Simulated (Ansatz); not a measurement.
System: Ag.

Input file:

```
crystal:
  lattice:
    - [2.0431, -2.0431, 0.0]
    - [2.0431, 0.0, -2.0431]
    - [11.23705, 6.640075, 6.640075]
  atoms:
    - { symbol: Ag, position: [0.6041791667, 0.6041791667, 0.0833166667] }
    - { symbol: Ag, position: [-0.6874875, -0.6874875, 0.91665] }
    - { symbol: Ag, position: [0.1458458333, 0.1458458333, 0.2499833333] }
    - { symbol: Ag, position: [0.2291791667, 0.2291791667, 0.5833166667] }
    - { symbol: Ag, position: [-0.3124875, -0.3124875, 0.41665] }
    - { symbol: Ag, position: [-0.2291541667, -0.2291541667, 0.7499833333] }
basis:
  ecutwfc: 420
kpoints:
  mp_grid: { grid: [18, 18, 4] }
hamiltonian:
  xc: pbe
scf:
  occupations: { method: gaussian, width: 0.15 }
output:
  forces: true
  stress: true
  eigenvalues: true
  write_density: true
  write_potential: true
  elf: true
  volumetric_format: npy
```

Launched as:

```sh
ansatz run input.yaml --threads 2 --pin off --max-ram 5120MiB --backend cpu --events-out ev --progress --plain --runs-dir out
```

Below, planes, directions and counts refer to the conventional cell (a = 5.00 Å, b = 2.89 Å, c = 14.21 Å, α = 90.00°, β = 95.05°, γ = 90.00°).

Space group C2/m; computed pressure about 5 GPa in this cell.

Method: DFT PBE, scalar-relativistic, plane waves, PAW in Ansatz 0.2.0.

What will maps of the valence pseudo-density and electron localisation function show?

Answer. Ag–Ag (2.89 Å): ρ at the midpoint is about 0.22 e/Å³; the ELF is about 0.15 at the midpoint: no shared electron pair shows on this line.

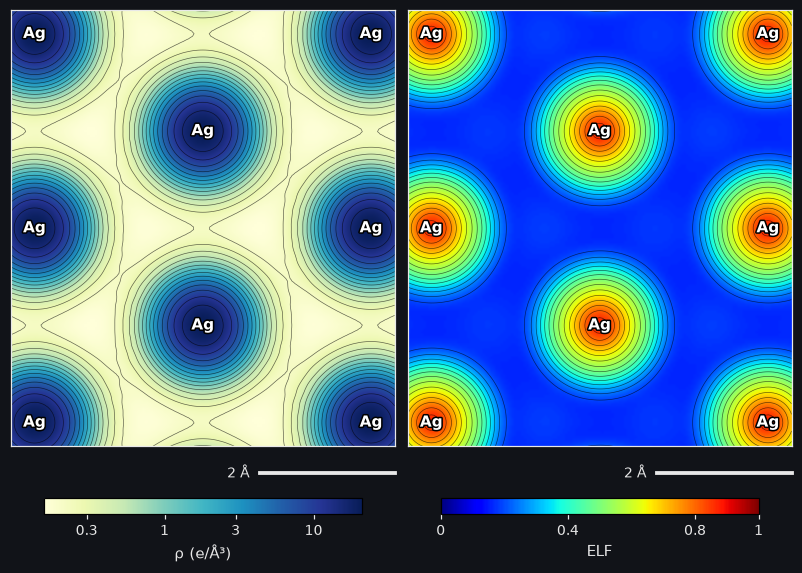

Computed valence pseudo-density and electron localisation function on the (001) plane of the conventional cell, in this order. 
